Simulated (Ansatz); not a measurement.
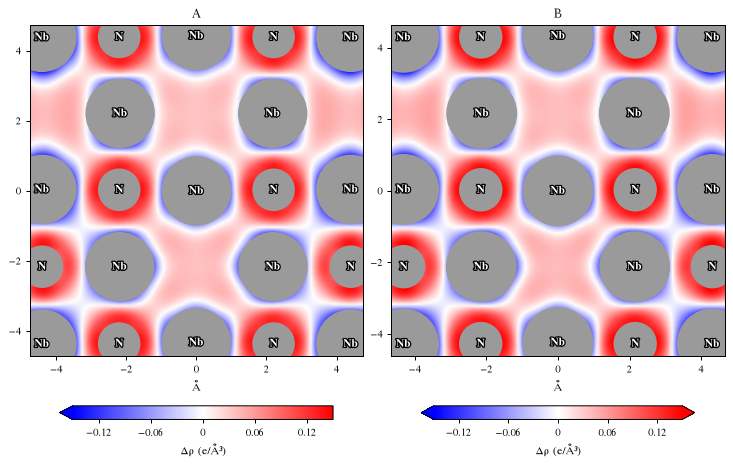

Nb8N5: deformation density on the (101̄) plane of the conventional cell at two volumes, with the same fractional coordinates and one colour scale. Grey discs cover the cores. Panel B has 94 % of the volume of panel A.

Space group Cmmm; not relaxed (largest force 0.5 eV/Å). The cell comes from a database of computed structures, not from a measurement.

Level of theory: DFT LDA, scalar-relativistic, plane waves, PAW (Ansatz 0.2.0).

> What changes between the database cell and the scaled one?

The pressure is −16 GPa in A and 0 GPa in B.
- Bader charges in A: Nb +0.85 to +1.46 and N −1.73 to −1.61 e; in B: Nb +0.85 to +1.47 and N −1.73 to −1.61 e.
- The rearranged charge is 0.33 e an atom in A and 0.33 e in B.

Run times: 20 s (base cell) and 22 s (scaled cell), on 4 threads of Intel(R) Xeon(R) 6975P-C (Granite Rapids), with other jobs on the host.
